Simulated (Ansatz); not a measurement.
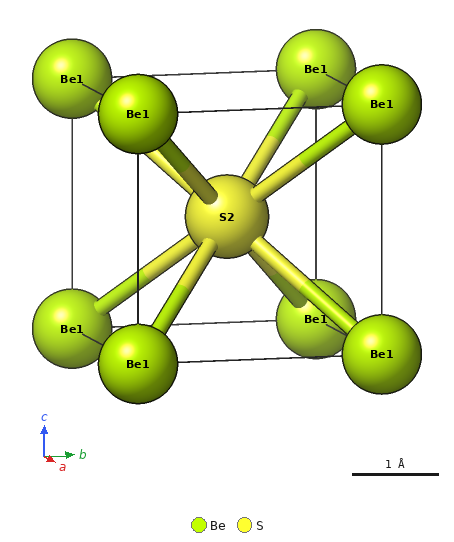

**Figure 1.** The input geometry (ball-and-stick view of the cell of the calculation, seen slightly off an axis; atoms are numbered from 1 in the order of the input). An atom can appear more than once, as a periodic image.

Single-point calculation, with input and output: BeS

- system: BeS (2 atoms in the cell)
- method: DFT, PBEsol, plane waves, PAW, no spin polarisation (Ansatz 0.2.0)

The structure was built on a prototype by a generator. The geometry comes from this level: r2SCAN. It belongs to a series of runs on one base structure; here: kpoints.mp_grid.grid = [8, 8, 1]. Figures and captions count atoms from 1; the log counts them from 0 in places.

Input file
```yaml
crystal:
  lattice:
    - [2.9413850405, 0.0, 0.0]
    - [0.0, 2.9413850405, 0.0]
    - [0.0, 0.0, 2.9413850405]
  atoms:
    - { symbol: Be, position: [0.0, 0.0, 0.0] }
    - { symbol: S, position: [0.5, 0.5, 0.5] }
kpoints:
  mp_grid: { grid: [8, 8, 1] }
hamiltonian:
  xc: pbesol
scf:
  occupations: { method: fermi_dirac, width: 0.02 }
  n_extra_bands: 4
output:
  forces: true
  stress: true
  eigenvalues: true
```

Machine: 4 threads of Arm Neoverse V2, 128 GiB of memory available, shared host.

Launch command:
```bash
ansatz run input.yaml --threads 4 --pin off --max-ram 3686MiB --backend cpu --events-out ev --progress --plain --runs-dir out
```

What the program printed
```
Warning: crystal.symmetry: narrowed to the stabiliser of the k-point mesh — unitary ops 48 → 16; excluded 32 operations that carry a point of the 8×8×1 mesh (shift [0, 0, 0]) off the mesh (the run samples exactly the mesh kpoints.mp_grid names, as under crystal.symmetry.detect: false, and its converged state has the mesh's symmetry, not the crystal's; ε∞, the Born charges and the force constants of a linear response (`dielectric:` by the response, `phonons.method: dfpt`) are averaged over those of the crystal's operations that the state keeps within a tolerance, where `mesh_tensors`, `unaveraged_element` or `gamma_mean_max_change_ev_ang2` stands beside them; a row that `dielectric.field_direction` solves alone is averaged likewise, with nothing beside; a Γ-centred mesh of equal divisions is mapped onto itself by every operation and keeps the whole group, as does a half-shifted one under kpoints.further_shifts: images)
scf.n_extra_bands = 4 over 4 filled bands (N_el = 8.0): the run solves 8 bands
Engine: ansatz 0.2.0, aarch64-unknown-linux-gnu
Pseudopotentials: kind: paw
Pseudopotential: Be, paw, valence charge 2, recommended cutoff 420 eV (normal), Be.paw.azcp
Pseudopotential: S, paw, valence charge 6, recommended cutoff 420 eV (normal), S.paw.azcp
Functional definition: PBEsol
  exchange = pbesol_x
  correlation = pbesol_c
Crystal: 2 atoms, lattice volume = 25.448 Å³
Basis set: ecut = 420 eV, 485 PW (Γ), exchange–correlation on 40×40×40 points (8 copies of the dense FFT grid, shifted against one another)
Bands: 8, of which v1, the nominal top of the filled ones, is band 4 counted from 1 (3 counted from 0)
Symmetry: 16 space group operations
k-points: 15 of 64
Non-local potential: Be, projectors of the file, l = 0: 2, l = 1: 2, l = 2: 1
Non-local potential: S, projectors of the file, l = 0: 2, l = 1: 2, l = 2: 2
PAW form: soft (Blöchl's): semilocal exchange-correlation on the pseudo side does not see the compensation charge
PAW frozen core: Be, regenerated for the run's functional, and the local potential with it (the file was generated under x = pbe(κ = 0.804, μ = 0.2195149727645171), c = pbe(β = 0.06672455060314922))
PAW frozen core: S, regenerated for the run's functional, and the local potential with it (the file was generated under x = pbe(κ = 0.804, μ = 0.2195149727645171), c = pbe(β = 0.06672455060314922))
PAW one-centre angular grid: Be, 110 points (default); XC on 64 Gauss nodes
PAW one-centre angular grid: S, 110 points (default); XC on 64 Gauss nodes
Initial density: superposition of atomic densities (neutral atoms: chi_scale 0, normalization atom), corrected by the library's trained network
Initial wavefunctions: pseudopotential atomic-orbital guess
Functional: x = pbesol(κ = 0.804, μ = 0.12345679012345678), c = pbesol(β = 0.046)
SCF iter   1: F=—  HF=-972.097364 eV  |F-HF|=—  |Δ(HF+E_count)|=         —  Δρ=3.86e-2  dr2=1.83e-1  ethr=1.77e-3  ⟨swp⟩=6.6  Hψ=942  notcnv=0
preconditioner: auto → none  [insulator: Δε(μ)=0.156 eV  Ē_g=11.648 eV  σ=0.020 eV  W_gap=0.96  n_scr=6 (ndim 8)  ℏωp=20.8 eV  f_vac=0.000  D(μ)=0.25/eV (n_scr^D=0)  ε∞_Penn≈4.2]
SCF iter   2: F=—  HF=-972.079635 eV  |F-HF|=—  |Δ(HF+E_count)|=   1.77e-2  Δρ=1.78e-2  dr2=3.66e-2  ethr=1.77e-3  ⟨swp⟩=1.5  Hψ=247  notcnv=0
SCF iter   3: F=—  HF=-972.085256 eV  |F-HF|=—  |Δ(HF+E_count)|=   5.62e-3  Δρ=4.14e-3  dr2=5.60e-3  ethr=4.57e-4  ⟨swp⟩=2.8  Hψ=209  notcnv=0
SCF iter   4: F=—  HF=-972.084072 eV  |F-HF|=—  |Δ(HF+E_count)|=   1.18e-3  Δρ=5.16e-4  dr2=5.73e-5  ethr=7.00e-5  ⟨swp⟩=2.5  Hψ=224  notcnv=0
SCF iter   5: F=—  HF=-972.083926 eV  |F-HF|=—  |Δ(HF+E_count)|=   1.45e-4  Δρ=8.04e-5  dr2=1.96e-6  ethr=7.16e-7  ⟨swp⟩=2.8  Hψ=187  notcnv=0
SCF iter   6: F=—  HF=-972.083926 eV  |F-HF|=—  |Δ(HF+E_count)|=   5.59e-7  Δρ=2.11e-5  dr2=1.28e-7  ethr=2.45e-8  ⟨swp⟩=2.1  Hψ=166  notcnv=0
SCF iter   7: F=-972.083926 eV  HF=-972.083926 eV  |F-HF|=3.72e-9  |Δ(HF+E_count)|=   2.35e-8  Δρ=5.44e-6  dr2=8.41e-9  ethr=1.25e-9  ⟨swp⟩=4.0  Hψ=346  notcnv=0
SCF 1 converged in 7 iterations: F = -972.083926 eV  dr2 = 8.41e-9
  greatest PAW one-centre occupation: 0.817 electrons in one spin orbital (limit 2), on the S atom at site 1 (counted from 0), in its partial waves of l = 0
```

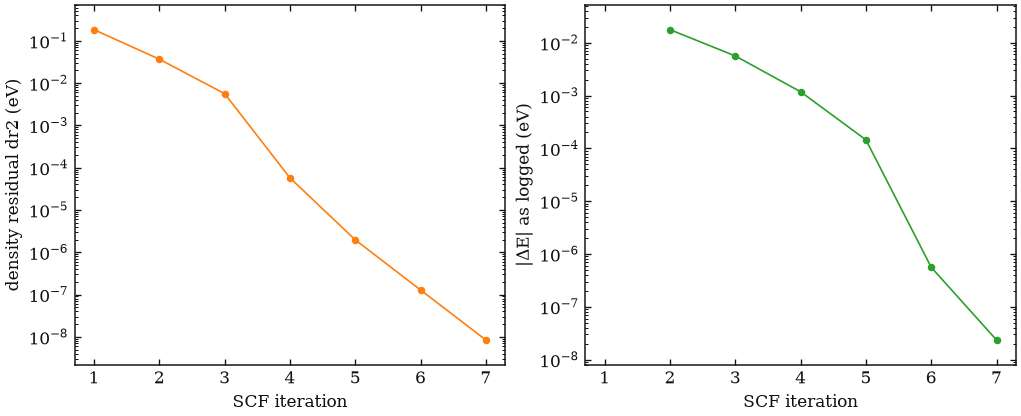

**Figure 2.** Convergence of the self-consistent field: density residual dr2 and size of the energy change against the SCF iteration. The residual falls at every step.

```
SCF converged after 7 iterations
Free energy (F): -972.083926 eV
Harris-Foulkes:  -972.083926 eV  (|F-HF|=3.72e-9)
Internal energy: -972.083438 eV  (E = F + TS)
E sigma→0 (E₀):  -972.083682 eV
Entropy (-TS):   -0.000488 eV (-0.244 meV/atom)
Fermi energy:    9.621318 eV
--- Per-component energies (eV) ---
  E_band       = 22.679799
  E_kinetic    = 130.572178
  E_local      = -80.170005  (includes V_loc(G=0)·N_el)
  E_nonlocal   = 31.864691
  E_hartree    = 27.328067
  E_xc         = -115.638907
  E_vxc        = -108.151583  (∫ρ·V_xc dr)
  E_paw        = -641.198472  (= ΣΔE_a)
  E_vpaw       = -6.091153  (= ΣTr[D̂ρ^β])
  E_aug_tail   = 0.000001  (compensation charges beyond the density's cutoff)
  E_ewald      = -324.912471
  E_core_change = 0.071481  (= ΣΔE_core)
  E_smearing   = -0.000488  (= −TS)
  E_closure    = 0.000000  (closes the sum)
  Σ components = -972.083926   (vs F -972.083926, Δ=0.00e0)
--- Forces (eV/Å), atoms counted from 1 ---
  atom   1  Be    -0.00000000     0.00000000     0.00000000
  atom   2  S      0.00000000     0.00000000     0.00000000
  max |Σ_I F_I| component: 1.23e-30 eV/Å
--- Stress (GPa, compression-positive) ---
       23.878123       0.000000       0.000000
        0.000000      23.878123       0.000000
        0.000000       0.000000      -6.469470
  P = ⅓ Tr σ = 13.7623 GPa (137.623 kbar)
--- Band table (eV; the first three rows and the last of 15) ---
  k-point 0: bands = ["-7.1036", "7.2036", "7.2036", "7.2753", "10.4529", "13.6936", "13.8817", "18.7561"]
  k-point 1: bands = ["-6.9096", "5.5473", "7.3894", "7.4629", "11.0338", "14.0673", "15.2614", "17.9684"]
  k-point 2: bands = ["-6.3652", "3.0479", "7.9094", "7.9892", "11.5721", "14.7596", "16.2801", "16.3387"]
  k-point 14: bands = ["-3.3143", "1.9841", "1.9841", "6.9985", "10.1089", "16.4721", "16.4721", "16.7065"]
```

Summary

```tsv
quantity	value
outcome	converged
space group (tolerance 0.01 Å)	Pm-3m (221)
electrons treated	8
free energy	−972.0839 eV
Fermi energy	9.621 eV
band gap	0.16 eV
pressure	13.76 GPa
largest force (length of the vector)	under 0.001 eV/Å
peak memory	0.25 GiB
```

Notes

Settings chosen away from the usual ones: kpoints.mp_grid.grid = [8, 8, 1]. The program warns: the k-point mesh lowers the symmetry that the run can use. The k-point mesh is coarse for a cell of this size, so the results may not be converged.
